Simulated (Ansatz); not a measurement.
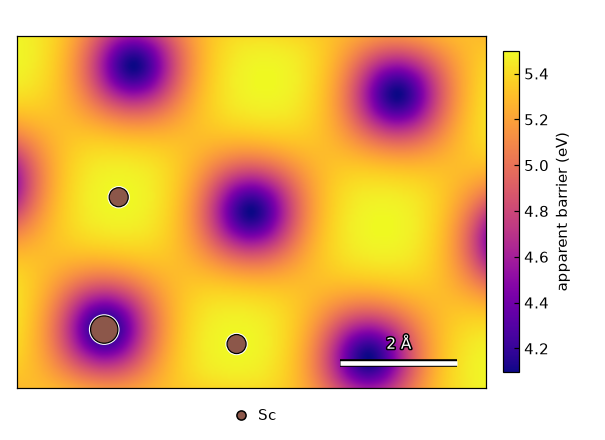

Map of the apparent barrier height, 0.952 eV Å² × (d ln I/dz)², 4.2 Å above Sc(100) (Fm-3m bulk, 5 atomic planes (those closer than 0.6 Å count as one), 9 Å) at −0.25 V; lighter colours are higher.

Tersoff–Hamann simulation (s-wave tip); biases are sample biases. Bias windows are sharp sums over the levels of the k mesh.

Method: DFT PBEsol, scalar-relativistic, plane waves, PAW in Ansatz. Cutoff 420 eV, 22 × 22 k-points, Gaussian smearing 0.1 eV, dipole correction. The slab is a cut without reconstruction beyond its cell, at the source's lattice constants, with its lower half held fixed and the rest relaxed. This isn't the element's usual hcp form. No spin polarisation. The run couldn't confirm all of its levels under its output density. The run warns that the functional's potential is rough in the thin density of the vacuum, where the tip is; weak contrasts and barriers may feel it.

Q: Where is the apparent barrier highest and lowest, and over what range?

A: It is highest, 5.5 eV, over the sites above the Sc atoms 2.1 Å below the top plane, and lowest, 4.1 eV, over the top Sc atoms. The vacuum level lies 2.90 eV above zero bias. The high values lie on or round the bright spots: there the density falls fastest, as the corrugation dies out with height. Even the lowest value lies above that distance.
